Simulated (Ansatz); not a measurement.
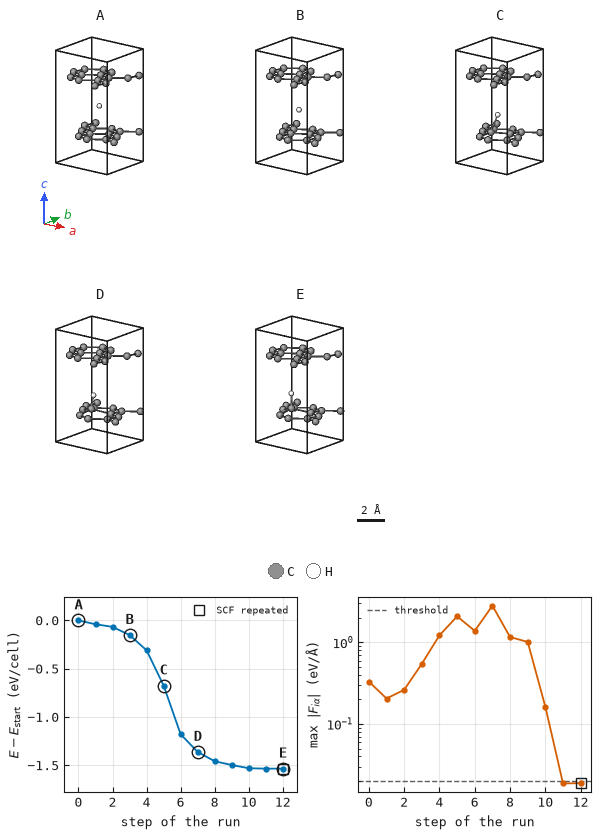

Frames of a relaxation of a defect cell of composition HC$_{28}$, marked on the history of the run. The picture is a ball-and-stick view of the cell of the calculation (origin shifted), seen slightly off an axis.

Case: H interstitial, charge +0, atoms relaxed.

Computed with Ansatz, DFT PBE, scalar-relativistic, plane waves, PAW.

The input:
```yaml
crystal:
  lattice:
    - [1.2332663983, -6.4082401833, 0.0]
    - [4.9330655932, 4.2721601222, 0.0]
    - [0.0, 0.0, 8.4654490661]
  atoms:
    - { symbol: C, position: [0.8571428571, 0.2857142857, 0.25] }
    - { symbol: C, position: [0.4285714286, 0.1428571429, 0.25] }
    - { symbol: C, position: [0.0, 0.0, 0.25] }
    - { symbol: C, position: [0.7142857143, 0.5714285714, 0.25] }
    - { symbol: C, position: [0.2857142857, 0.4285714286, 0.25] }
    - { symbol: C, position: [0.5714285714, 0.8571428571, 0.25] }
    - { symbol: C, position: [0.1428571429, 0.7142857143, 0.25] }
    - { symbol: C, position: [0.8571428571, 0.2857142857, 0.75] }
    - { symbol: C, position: [0.4285714286, 0.1428571429, 0.75] }
    - { symbol: C, position: [0.0, 0.0, 0.75] }
    - { symbol: C, position: [0.7142857143, 0.5714285714, 0.75] }
    - { symbol: C, position: [0.2857142857, 0.4285714286, 0.75] }
    - { symbol: C, position: [0.5714285714, 0.8571428571, 0.75] }
    - { symbol: C, position: [0.1428571429, 0.7142857143, 0.75] }
    - { symbol: C, position: [0.6666666667, 0.3333333333, 0.25] }
    - { symbol: C, position: [0.2380952381, 0.1904761905, 0.25] }
    - { symbol: C, position: [0.8095238095, 0.0476190476, 0.25] }
    - { symbol: C, position: [0.5238095238, 0.619047619, 0.25] }
    - { symbol: C, position: [0.0952380952, 0.4761904762, 0.25] }
    - { symbol: C, position: [0.380952381, 0.9047619048, 0.25] }
    - { symbol: C, position: [0.9523809524, 0.7619047619, 0.25] }
    - { symbol: C, position: [0.9047619048, 0.5238095238, 0.75] }
    - { symbol: C, position: [0.4761904762, 0.380952381, 0.75] }
    - { symbol: C, position: [0.0476190476, 0.2380952381, 0.75] }
    - { symbol: C, position: [0.7619047619, 0.8095238095, 0.75] }
    - { symbol: C, position: [0.3333333333, 0.6666666667, 0.75] }
    - { symbol: C, position: [0.619047619, 0.0952380952, 0.75] }
    - { symbol: C, position: [0.1904761905, 0.9523809524, 0.75] }
    - { symbol: H, position: [0.8470352405, 0.9534711547, -0.0099366367] }
basis:
  ecutwfc: 420
  xc_grid: 2
kpoints:
  mp_grid: { grid: [4, 4, 3], shift: [0.0, 0.0, 0.0] }
hamiltonian:
  xc: pbe
scf:
  occupations: { method: gaussian, width: 0.1 }
output:
  forces: true
  stress: false
  eigenvalues: true
  write_density: true
  write_potential: true
  elf: true
  volumetric_format: npy
relax:
  adjacent_minimum: "off"
  f_tol: 0.02
  max_steps: 60
```

Run as
```bash
ansatz run input.yaml --threads 4 --pin off --max-ram 10240MiB --backend cpu --events-out ev --progress --plain --runs-dir out
```

Describe the path.

Over 11 accepted moves (12 points after the start) the energy falls by 1.533 eV per cell of the calculation. Largest force component: 0.33 eV/Å at the start, 0.019 eV/Å at the end. 1 step only repeated the SCF at the same geometry. H29 moves most: 0.88 Å along [−2 −3 −2]. Largest moves by element: H 0.88 Å, C 0.36 Å. The lattice vectors keep their values. Some distances before and after: C25–H29 2.191 → 1.129 Å, C10–C25 1.424 → 1.491 Å, C10–C24 1.424 → 1.407 Å, C12–C26 1.424 → 1.435 Å. New bonds form, among them: C25–H29 (2.19 → 1.13 Å). Bond angles that change, for instance: C10–C25–C11 120.0° → 115.8°. From step 0 to 3: H29 moves most (0.37 Å), energy −0.151 eV per cell of the calculation. From step 3 to 5: H29 moves most (0.39 Å), energy −0.523 eV per cell of the calculation. From step 5 to 7: H29 moves most (0.33 Å), energy −0.687 eV per cell of the calculation. From step 7 to 12: H29 moves most (0.22 Å), energy −0.173 eV per cell of the calculation.

| step | E − E(0), meV/atom | largest force component, eV/Å | note |
| --- | --- | --- | --- |
| 0 | 0.00 | 0.3308 |  |
| 1 | -1.35 | 0.2052 |  |
| 2 | -2.29 | 0.2625 |  |
| 3 | -5.20 | 0.5467 |  |
| 4 | -10.66 | 1.2216 |  |
| 5 | -23.23 | 2.0873 |  |
| 6 | -40.61 | 1.3853 |  |
| 7 | -46.92 | 2.8237 |  |
| 8 | -50.25 | 1.1635 |  |
| 9 | -51.58 | 1.0138 |  |
| 10 | -52.74 | 0.1624 |  |
| 11 | -52.88 | 0.0187 |  |
| 12 | -52.88 | 0.0188 | same geometry, SCF repeated |

Limits of the set-up: the periodic images lie only 6.5 Å apart, so the values are limited by the cell's size.
